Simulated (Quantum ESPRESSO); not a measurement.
# CaO (Lime): from the cell to the phonon bands, part 2 of 5

How does CaO (Lime) vibrate, and is this structure a minimum?

Quantum ESPRESSO 7.5; DFT PBE, scalar-relativistic, plane waves, PseudoDojo norm-conserving pseudopotentials.

So far. Step 2 (A first look): A gap of 3.7 eV opens on this mesh, so the crystal is taken as an insulator; the start stands at 0.95 GPa. Step 4 (Self-consistent run for the response): The cell stands at 0.002 GPa, close enough for phonons.

**5. Phonons on a q mesh**

Linear response treats each wavevector in the unit cell, with no supercell; the 4×4×4 mesh fixes the range of the force constants to be had.

Input file ph.in:

```
phonons
&inputph
   prefix = 'x'
   outdir = './tmp'
   fildyn = 'x.dyn'
   tr2_ph = 1.0d-18
   epsil = .true.
   ldisp = .true.
   nq1 = 4
   nq2 = 4
   nq3 = 4
/
```

Run with:

```sh
$ OMP_NUM_THREADS=1 mpirun -n 4 ph.x -nk 4 -in ph.in > ph.out
```

Numbers of over 12 decimals in the logs are rounded to 6 here.

Log:

```text
[banners, grids, parts of the stress and lines that vanish by symmetry left out]
[banner, memory and clock lines left out]
Program PHONON v.7.5

[...]
Exchange-correlation= PBE
                           (   1   4   3   4   0   0   0)
[...]
(   8 q-points):
[...]
kinetic-energy cut-off    =      92.0000  Ry
     charge density cut-off    =     368.0000  Ry
     convergence threshold     =      1.0E-18
[...]
Exchange-correlation= PBE
                           (   1   4   3   4   0   0   0)
[...]
q = (   0.0000000   0.0000000   0.0000000 )
     49 Sym.Ops. (with q -> -q+G )
     G cutoff =  775.4817  (  22419 G-vectors)     FFT grid: ( 40, 40, 40)
     number of k points=    29
[...]
Mode symmetry, O_h (m-3m)  point group:
[...]
Dielectric constant
[...]
End of electric fields calculation
          Dielectric constant in cartesian axis
          (       3.772566173      -0.000000000       0.000000000 )
          (       0.000000000       3.772566173       0.000000000 )
          (       0.000000000       0.000000000       3.772566173 )
          Effective charges (d Force / dE) in cartesian axis without acoustic sum rule applied (asr)
           atom    1  Ca    Mean Z*:        2.35414
      Ex  (        2.35414       -0.00000        0.00000 )
      Ey  (       -0.00000        2.35414       -0.00000 )
      Ez  (        0.00000        0.00000        2.35414 )
           atom    2  O     Mean Z*:       -2.35390
      Ex  (       -2.35390        0.00000       -0.00000 )
      Ey  (       -0.00000       -2.35390        0.00000 )
      Ez  (       -0.00000        0.00000       -2.35390 )
          Effective charges Sum: Mean:        0.00024
[...]
Effective charges (d Force / dE) in cartesian axis with asr applied:
           atom    1  Ca    Mean Z*:        2.35402
[...]
atom    2  O     Mean Z*:       -2.35402
[...]
Representation #   1 modes #   1   2   3
[...]
End of self-consistent calculation
     Convergence has been achieved
     Representation #   2 modes #   4   5   6
[...]
End of self-consistent calculation
     Convergence has been achieved
[...]
Dielectric constant in cartesian axis
          (       3.772566173      -0.000000000       0.000000000 )
          (       0.000000000       3.772566173       0.000000000 )
          (       0.000000000       0.000000000       3.772566173 )
          Effective charges (d Force / dE) in cartesian axis without acoustic sum rule applied (asr)
           atom    1  Ca    Mean Z*:        2.35414
      Ex  (        2.35414       -0.00000        0.00000 )
      Ey  (       -0.00000        2.35414       -0.00000 )
      Ez  (        0.00000        0.00000        2.35414 )
           atom    2  O     Mean Z*:       -2.35390
      Ex  (       -2.35390        0.00000       -0.00000 )
      Ey  (       -0.00000       -2.35390        0.00000 )
      Ez  (       -0.00000        0.00000       -2.35390 )
          Effective charges Sum: Mean:        0.00024
[...]
Effective charges (d Force / dE) in cartesian axis with asr applied:
           atom    1  Ca    Mean Z*:        2.35402
[...]
atom    2  O     Mean Z*:       -2.35402
[...]
Effective charges (d P / du) in cartesian axis
[...]
q = (    0.000000000   0.000000000   0.000000000 )
[...]
freq (    1) =       0.206500 [THz] =       6.888101 [cm-1]
     freq (    2) =       0.206500 [THz] =       6.888101 [cm-1]
     freq (    3) =       0.206500 [THz] =       6.888101 [cm-1]
     freq (    4) =       7.663897 [THz] =     255.640081 [cm-1]
     freq (    5) =       7.663897 [THz] =     255.640081 [cm-1]
     freq (    6) =       7.663897 [THz] =     255.640081 [cm-1]
[...]
Mode symmetry, O_h (m-3m)  point group:
     freq (   1-   3) =          6.9  [cm-1]   --> T_1u G_15  G_4- I
     freq (   4-   6) =        255.6  [cm-1]   --> T_1u G_15  G_4- I
[...]
Mode symmetry, C_3v (3m)   point group:
[...]
Representation #   1 mode #   1
[...]
End of self-consistent calculation
     Convergence has been achieved
     Representation #   2 mode #   2
[...]
End of self-consistent calculation
     Convergence has been achieved
     Representation #   3 modes #   3   4
[...]
Convergence has been achieved
     Representation #   4 modes #   5   6
[...]
Convergence has been achieved
[...]
q = (   -0.250000000   0.250000000  -0.250000000 )
[...]
freq (    1) =       3.675510 [THz] =     122.601827 [cm-1]
     freq (    2) =       3.675510 [THz] =     122.601827 [cm-1]
     freq (    3) =       6.776470 [THz] =     226.038699 [cm-1]
     freq (    4) =       8.239812 [THz] =     274.850550 [cm-1]
     freq (    5) =       8.239812 [THz] =     274.850550 [cm-1]
     freq (    6) =      15.452078 [THz] =     515.425858 [cm-1]
[...]
Mode symmetry, C_3v (3m)   point group:
     freq (   1-   2) =        122.6  [cm-1]   --> E    L_3
     freq (   3-   3) =        226.0  [cm-1]   --> A_1  L_1
     freq (   4-   5) =        274.9  [cm-1]   --> E    L_3
     freq (   6-   6) =        515.4  [cm-1]   --> A_1  L_1
[...]
Mode symmetry, D_3d (-3m)  point group:
[...]
Representation #   1 mode #   1
[...]
Convergence has been achieved
     Representation #   2 modes #   2   3
[...]
Convergence has been achieved
     Representation #   3 mode #   4
[...]
Convergence has been achieved
     Representation #   4 modes #   5   6
[...]
Convergence has been achieved
[...]
q = (    0.500000000  -0.500000000   0.500000000 )
[...]
freq (    1) =       5.040485 [THz] =     168.132498 [cm-1]
     freq (    2) =       5.040485 [THz] =     168.132498 [cm-1]
[...]
Mode symmetry, D_3d (-3m)  point group:
     freq (   1-   2) =        168.1  [cm-1]   --> E_u  L_3'
     freq (   3-   4) =        292.3  [cm-1]   --> E_g  L_3
     freq (   5-   5) =        362.7  [cm-1]   --> A_2u L_2'
     freq (   6-   6) =        461.0  [cm-1]   --> A_1g L_1
[...]
Mode symmetry, C_4v (4mm)  point group:
[...]
Convergence has been achieved
[...]
Convergence has been achieved
[...]
Convergence has been achieved
[...]
Convergence has been achieved
[...]
q = (    0.000000000   0.500000000   0.000000000 )
[...]
Mode symmetry, C_4v (4mm)  point group:
     freq (   1-   2) =        143.8  [cm-1]   --> E    G_5 D_5
     freq (   3-   3) =        221.0  [cm-1]   --> A_1  G_1 D_1
     freq (   4-   5) =        272.4  [cm-1]   --> E    G_5 D_5
     freq (   6-   6) =        474.6  [cm-1]   --> A_1  G_1 D_1
[...]
Mode symmetry, C_s (m)     point group:
[...]
q = (    0.750000000  -0.250000000   0.750000000 )
[...]
Mode symmetry, C_s (m)     point group:
     freq (   1-   1) =        184.6  [cm-1]   --> A''
     freq (   2-   2) =        214.7  [cm-1]   --> A'
     freq (   3-   3) =        287.5  [cm-1]   --> A''
     freq (   4-   4) =        293.1  [cm-1]   --> A'
     freq (   5-   5) =        320.8  [cm-1]   --> A'
     freq (   6-   6) =        417.8  [cm-1]   --> A'
[...]
Mode symmetry, C_2v (mm2)  point group:
[...]
q = (    0.500000000   0.000000000   0.500000000 )
[...]
Mode symmetry, C_2v (mm2)  point group:
     freq (   1-   1) =        164.0  [cm-1]   --> B_1  D_3  S_3
     freq (   2-   2) =        215.0  [cm-1]   --> B_2  D_4  S_4
     freq (   3-   3) =        284.4  [cm-1]   --> A_1  D_1  S_1
     freq (   4-   4) =        292.9  [cm-1]   --> B_1  D_3  S_3
     freq (   5-   5) =        303.0  [cm-1]   --> B_2  D_4  S_4
     freq (   6-   6) =        454.3  [cm-1]   --> A_1  D_1  S_1
[...]
Mode symmetry, D_4h(4/mmm) point group:
[...]
Convergence has been achieved
[...]
Convergence has been achieved
[...]
Convergence has been achieved
[...]
Convergence has been achieved
[...]
q = (    0.000000000  -1.000000000   0.000000000 )
[...]
freq (    5) =       8.502100 [THz] =     283.599544 [cm-1]
     freq (    6) =      11.496309 [THz] =     383.475594 [cm-1]
[...]
Mode symmetry, D_4h(4/mmm) point group:
     freq (   1-   2) =        197.9  [cm-1]   --> E_u  X_5' M_5'
     freq (   3-   3) =        278.0  [cm-1]   --> A_2u X_4' M_4'
     freq (   4-   5) =        283.6  [cm-1]   --> E_u  X_5' M_5'
     freq (   6-   6) =        383.5  [cm-1]   --> A_2u X_4' M_4'
[...]
Mode symmetry, D_2d (-42m) point group:
[...]
Representation #   1 mode #   1
[...]
Convergence has been achieved
     Representation #   2 mode #   2
[...]
Convergence has been achieved
     Representation #   3 modes #   3   4
[...]
End of self-consistent calculation
     Convergence has been achieved
     Representation #   4 modes #   5   6
[...]
End of self-consistent calculation
     Convergence has been achieved
[...]
q = (   -0.500000000  -1.000000000   0.000000000 )
[...]
freq (    1) =       6.893080 [THz] =     229.928406 [cm-1]
     freq (    2) =       7.571143 [THz] =     252.546134 [cm-1]
     freq (    3) =       7.571143 [THz] =     252.546134 [cm-1]
     freq (    4) =      10.031452 [THz] =     334.613216 [cm-1]
     freq (    5) =      10.031452 [THz] =     334.613216 [cm-1]
     freq (    6) =      10.363341 [THz] =     345.683850 [cm-1]
[...]
Mode symmetry, D_2d (-42m) point group:
     freq (   1-   1) =        229.9  [cm-1]   --> B_2  X_3  W_2
     freq (   2-   3) =        252.5  [cm-1]   --> E    X_5  W_3
     freq (   4-   5) =        334.6  [cm-1]   --> E    X_5  W_3
     freq (   6-   6) =        345.7  [cm-1]   --> A_1  X_1  W_1
```

The job ended after 29 min (4 MPI ranks of Arm Neoverse V2, shared host; 2 h of CPU time).

Read from the output:

- miss of the charge sum rule: 2.40e-4 e
- largest acoustic frequency at the zone centre before the sum rule: 6.89 cm⁻¹
- highest optical zone-centre mode (no LO-TO term): 255.6 cm⁻¹
- lowest optical zone-centre mode: 255.6 cm⁻¹
- mean high-frequency dielectric constant: 3.773
- largest Born charge in size (third of the trace): 2.354 e
- lowest mode on the q mesh (acoustic ones at the zone centre apart): 122.6 cm⁻¹

Frequencies (cm⁻¹) at each irreducible wavevector; negative means imaginary. Frequencies by wavevector:

| q (fractions) | star | mode 1 | mode 2 | mode 3 | mode 4 | mode 5 | mode 6 |
| --- | --- | --- | --- | --- | --- | --- | --- |
| 0 0 0 | 1 | 6.89 | 6.89 | 6.89 | 255.6 | 255.6 | 255.6 |
| 0 0 0.25 | 8 | 122.6 | 122.6 | 226 | 274.9 | 274.9 | 515.4 |
| 0 0 -0.5 | 4 | 168.1 | 168.1 | 292.2 | 292.2 | 362.7 | 461 |
| 0 0.25 0.25 | 6 | 143.8 | 143.8 | 221.1 | 272.4 | 272.4 | 474.6 |
| 0 0.25 -0.5 | 24 | 184.6 | 214.7 | 287.5 | 293.1 | 320.8 | 417.8 |
| 0 0.25 -0.25 | 12 | 164 | 215 | 284.4 | 292.9 | 303 | 454.3 |
| 0 -0.5 -0.5 | 3 | 197.9 | 197.9 | 278 | 283.6 | 283.6 | 383.5 |
| 0.25 -0.5 -0.25 | 6 | 229.9 | 252.6 | 252.6 | 334.6 | 334.6 | 345.7 |

Born charge (rows field, columns displacement), before the sum rule (e), principal values of the symmetric part by kind of site:

| atom | atoms with these values | low | middle | high | mean |
| --- | --- | --- | --- | --- | --- |
| Ca1 | 1 | 2.35 | 2.35 | 2.35 | 2.35 |
| O2 | 1 | -2.35 | -2.35 | -2.35 | -2.35 |

In full for Ca1:

```
2.35 0.00 0.00
0.00 2.35 0.00
0.00 0.00 2.35
```

High-frequency dielectric tensor:

```
3.77 0.00 0.00
0.00 3.77 0.00
0.00 0.00 3.77
```

The acoustic modes at Γ come out as far as 6.9 cm⁻¹ from zero, where they should vanish, a small numerical error; the Born charges miss their sum rule by 2.4e-4 e, which is good.

**6. Force constants in real space**

The dynamical matrices of the mesh are Fourier-transformed to force constants in real space, after the long-range dipole part is taken out.

Input file q2r.in:

```
&input
   fildyn = 'x.dyn'
   zasr = 'simple'
   flfrc = 'x.fc'
/
```

Run with:

```sh
$ q2r.x < q2r.in > q2r.out
```

Log:

```text
[banners, grids, parts of the stress and lines that vanish by symmetry left out]
[banner, memory and clock lines left out]
Program Q2R v.7.5

  reading grid info from file x.dyn0

  reading force constants from file x.dyn1
 macroscopic fields = T
   3.77257   0.00000   0.00000
  -0.00000   3.77257   0.00000
[...]
na=            1
[...]
na=            2
[...]
-0.00000  -2.35390   0.00000
  -0.00000   0.00000  -2.35390
  alpha Ewald:    2.107287
  nqs=            1
 q=   0.00000000  0.00000000  0.00000000
  reading force constants from file x.dyn2
  alpha Ewald:    2.107287
  nqs=            8
 q=  -0.25000000  0.25000000 -0.25000000
[...]
reading force constants from file x.dyn7
  alpha Ewald:    2.107287
  nqs=            3
[...]
reading force constants from file x.dyn8
  alpha Ewald:    2.107287
  nqs=            6
[...]
q=  -1.00000000 -0.50000000  0.00000000
 q=   0.00000000 -0.50000000 -1.00000000

      q-space grid ok, #points =   64

      fft-check success (sum of imaginary terms < 10^-12)
```

It took 0.49 s on 1 thread.

**7. Dispersion**

From the force constants any wavevector is cheap; points of the mesh come back as solved, but for the sum rule and, in polar crystals, the LO-TO term at Γ; the rest is interpolation.

Input file matdyn.in:

```
&input
   asr = 'simple'
   flfrc = 'x.fc'
   flfrq = 'x.freq'
   flvec = 'x.modes'
   q_in_band_form = .true.
   q_in_cryst_coord = .true.
/
8
  0.0000000   0.0000000   0.0000000  12  ! GAMMA
 -0.0000000   0.5000000   0.5000000  12  ! X
 -0.0000000   0.6250000   0.3750000   1  ! U
 -0.3750000   0.3750000   0.0000000  12  ! K
  0.0000000   0.0000000   0.0000000  12  ! GAMMA
 -0.0000000   0.5000000   0.0000000  12  ! L
 -0.2500000   0.5000000   0.2500000  12  ! W
 -0.0000000   0.5000000   0.5000000   1  ! X
```

Run with:

```sh
$ matdyn.x -in matdyn.in > matdyn.out
```

Log:

```text
[banner, memory and clock lines left out]
Program MATDYN v.7.5

 mass for atomic type   1 not given; uses mass from file x.fc
 mass for atomic type   2 not given; uses mass from file x.fc
```

Wall time 0.48 s (1 thread).

Numbers from this step:

| Quantity | Value |
| --- | --- |
| lowest frequency on the path | 0 cm⁻¹ |

Matdyn.x, sum rule simple. The phonon branches at the labelled points (cm⁻¹):

| point | branch 1 | branch 2 | branch 3 | branch 4 | branch 5 | branch 6 |
| --- | --- | --- | --- | --- | --- | --- |
| Γ | 0 | 0 | 0 | 255 | 255 | 539 |
| X | 198 | 198 | 278 | 283 | 283 | 383 |
| U | 194 | 262 | 264 | 289 | 357 | 362 |
| jump to K | 194 | 262 | 264 | 289 | 357 | 362 |
| Γ | 0 | 0 | 0 | 255 | 255 | 539 |
| L | 168 | 168 | 292 | 292 | 363 | 461 |
| W | 230 | 253 | 253 | 334 | 334 | 345 |
| X | 198 | 198 | 278 | 283 | 283 | 383 |

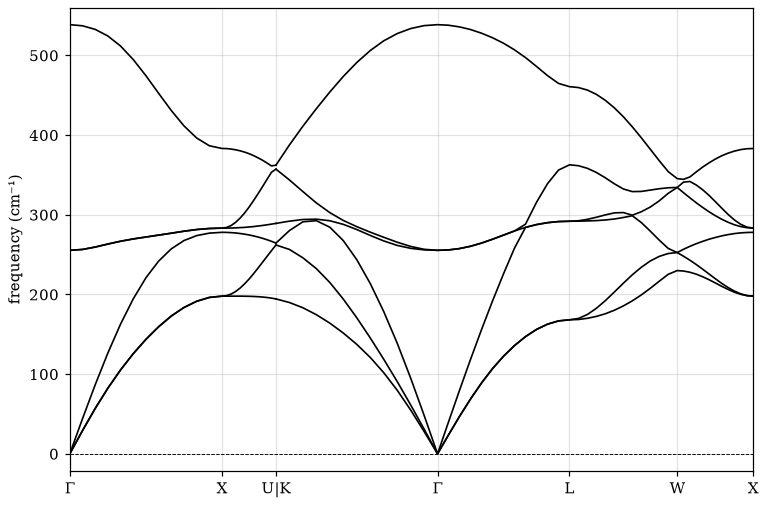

Phonon branches along the path.

All branches are real along the path.

**8. Density of states**

Sums over the zone need many more wavevectors than were solved, so the interpolation is sampled on a dense mesh.

Input file matdyn.in:

```
&input
   asr = 'simple'
   flfrc = 'x.fc'
   dos = .true.
   fldos = 'x.dos'
   nk1 = 16
   nk2 = 16
   nk3 = 16
   deltaE = 1.0
/
```

Run with:

```sh
$ matdyn.x -in matdyn.in > matdyn.out
```

Log:

```text
[banner, memory and clock lines left out]
Program MATDYN v.7.5

 mass for atomic type   1 not given; uses mass from file x.fc
 mass for atomic type   2 not given; uses mass from file x.fc
```

The job ended after 4.4 s (1 thread).

Read from the output:

```
share of modes beyond 3i cm⁻¹ on the dense interpolated mesh : 0
zero-point energy per atom                                   : 51.72 meV
heat capacity at 300 K                                       : 21.34 J/(mol atoms K)
vibrational entropy at 300 K                                 : 21.18 J/(mol atoms K)
```

The phonon density of states has structure finer than the step of the table below, so its rows give means over 25 cm⁻¹, whole bins alone (the curve runs from 0 to 537 cm⁻¹). Peaks (cm⁻¹: height): total 198.0: 0.0275, 291.0: 0.0877; Ca 198.0: 0.0262, 273.0: 0.0284, 330.0: 0.00612; O 291.0: 0.0721.

Tetrahedra. The phonon density of states by wavenumber; means over each step; values in 1/cm⁻¹/cell:

| wavenumber (cm⁻¹) | total | Ca | O |
| --- | --- | --- | --- |
| 25 | 5.9e-5 | 4.3e-5 | 1.7e-5 |
| 50 | 4.5e-4 | 3.3e-4 | 1.2e-4 |
| 75 | 0.00124 | 9.4e-4 | 3.0e-4 |
| 100 | 0.00267 | 0.00211 | 5.6e-4 |
| 125 | 0.00534 | 0.00446 | 8.8e-4 |
| 150 | 0.0111 | 0.00988 | 0.00118 |
| 175 | 0.0238 | 0.0226 | 0.00120 |
| 200 | 0.0230 | 0.0220 | 0.00104 |
| 225 | 0.0131 | 0.0124 | 6.7e-4 |
| 250 | 0.00958 | 0.00780 | 0.00178 |
| 275 | 0.0424 | 0.0178 | 0.0246 |
| 300 | 0.0477 | 0.00839 | 0.0393 |
| 325 | 0.0162 | 0.00419 | 0.0120 |
| 350 | 0.00393 | 0.00189 | 0.00203 |
| 375 | 0.00550 | 3.5e-4 | 0.00516 |
| 400 | 0.00666 | 4.7e-4 | 0.00619 |
| 425 | 0.00726 | 6.4e-4 | 0.00663 |
| 450 | 0.00789 | 9.3e-4 | 0.00697 |
| 475 | 0.00586 | 0.00109 | 0.00477 |
| 500 | 0.00413 | 9.9e-4 | 0.00313 |

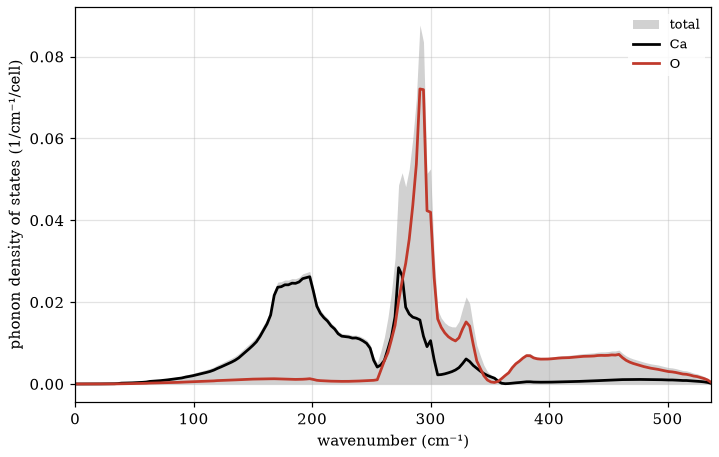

Phonon density of states, plotted against wavenumber.

Harmonic thermodynamic functions per atom, summed over the density of states scaled to three modes an atom; melting is ignored. Thermodynamic functions:

| T (K) | F_vib (meV/atom) | S (J/mol-atom/K) | C_V (J/mol-atom/K) |
| --- | --- | --- | --- |
| 0 | 51.72 | 0 | 0 |
| 50 | 51.66 | 0.502 | 1.753 |
| 100 | 50.67 | 3.775 | 8.732 |
| 200 | 41.89 | 13.16 | 17.93 |
| 300 | 23.93 | 21.18 | 21.34 |
| 400 | -1.44 | 27.55 | 22.8 |
| 500 | -32.76 | 32.72 | 23.54 |
| 600 | -68.97 | 37.05 | 23.95 |
| 700 | -109.3 | 40.76 | 24.21 |
| 800 | -153.3 | 44.01 | 24.38 |
| 900 | -200.4 | 46.89 | 24.49 |
| 1000 | -250.4 | 49.47 | 24.58 |

At 300 K the heat capacity has reached 86 % of the Dulong-Petit value.

**9. Zone-centre analysis**

A rigid shift of the crystal must cost nothing, but grids and finite bases break this; the acoustic sum rule is imposed before the matrix is diagonalised again. With Born charges the intensities follow, and the static dielectric tensor.

Input file dynmat.in:

```
&input
   fildyn = 'x.dyn1'
   asr = 'simple'
   fileig = 'dynmat.eig'
   lperm = .true.
/
```

Run with:

```sh
$ dynmat.x -in dynmat.in > dynmat.out
```

Log:

```text
[banner, memory and clock lines left out]
Program DYNMAT v.7.5

     Reading Dynamical Matrix from file x.dyn1
     ...Force constants read
     ...epsilon and Z* read
     A direction for q was not specified:TO-LO splitting will be absent

     Polarizability (A^3 units)
     multiply by 0.519700 for Clausius-Mossotti correction
         6.202127    0.000000    0.000000
        -0.000000    6.202127    0.000000
         0.000000    0.000000    6.202127

     IR activities are in (D/A)^2/amu units

# mode   [cm-1]    [THz]      IR
    1      0.00    0.0000    0.0000
    2      0.00    0.0000    0.0000
    3      0.00    0.0000    0.0000
    4    255.37    7.6557   11.1808
    5    255.37    7.6557   11.1808
    6    255.37    7.6557   11.1808

Electronic dielectric permittivity tensor (relative, adimensional)
         3.772566    0.000000    0.000000
        -0.000000    3.772566    0.000000
         0.000000    0.000000    3.772566

 ... with zone-center polar mode contributions
        16.781196    0.000000    0.000000
         0.000000   16.781196    0.000000
         0.000000    0.000000   16.781196
```

The job ended after 0.46 s (1 thread).

Numbers from this step:

| Property | Result |
| --- | --- |
| highest optical zone-centre mode (no LO-TO term) | 255.4 cm⁻¹ |
| lowest optical zone-centre mode | 255.4 cm⁻¹ |
| mean static dielectric constant | 16.78 |

Unit eigenvectors of the mass-weighted matrix after the sum rule; no LO-TO term. Modes at Γ, with each element's share of the kinetic energy:

| mode | frequency (cm⁻¹) | symmetry | Ca % | O % |
| --- | --- | --- | --- | --- |
| 1 | 0.0 | acoustic | 71 | 29 |
| 2 | 0.0 | acoustic | 71 | 29 |
| 3 | 0.0 | acoustic | 71 | 29 |
| 4 | 255.4 | T1u | 29 | 71 |
| 5 | 255.4 | T1u | 29 | 71 |
| 6 | 255.4 | T1u | 29 | 71 |

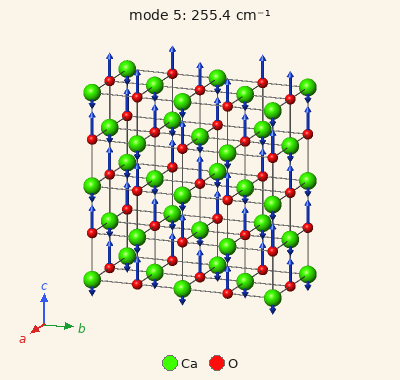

Displacement patterns of mode 5 at Γ; arrows are exaggerated. 1×2×2 conventional cells are drawn. Some periodic images of atoms are drawn too.

Degenerate modes summed, no LO-TO term. Lines of the infrared spectrum (strongest = 100):

| position (cm⁻¹) | lines merged | label | IR intensity, relative |
| --- | --- | --- | --- |
| 255 | 3 | T1u | 100 |

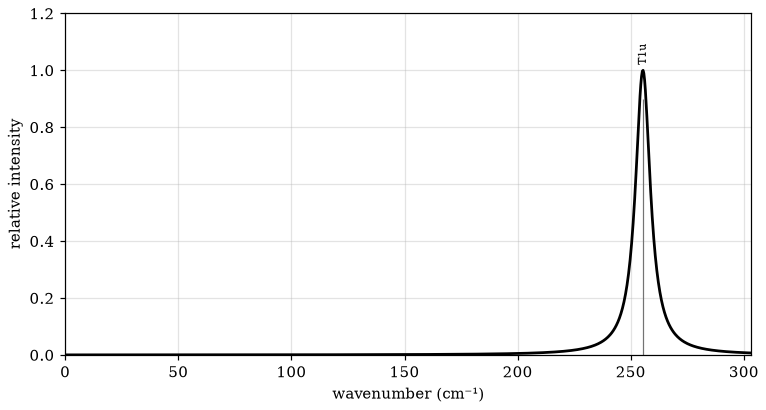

The infrared spectrum, broadened with Lorentzians of width 8 cm⁻¹; bars mark the lines.

Static dielectric tensor (ions relaxed, fixed cell):

```
16.78  0.00  0.00
 0.00 16.78  0.00
 0.00  0.00 16.78
```

The rule moves no optical mode by more than 0.3 cm⁻¹.

(Continued in part 3 of 5.)

[Host names and launcher messages were left out of these logs when they were recorded.]

[Logs are printed without paths, hosts, clocks, repeated set-up lines and the standing remarks that a program may print on its own settings, such as how far it seeks lower states.]

[Hosts, paths, dates, database ids (printed as entryN), source tags and the programs' standing remarks are cut or masked in the printed files.]
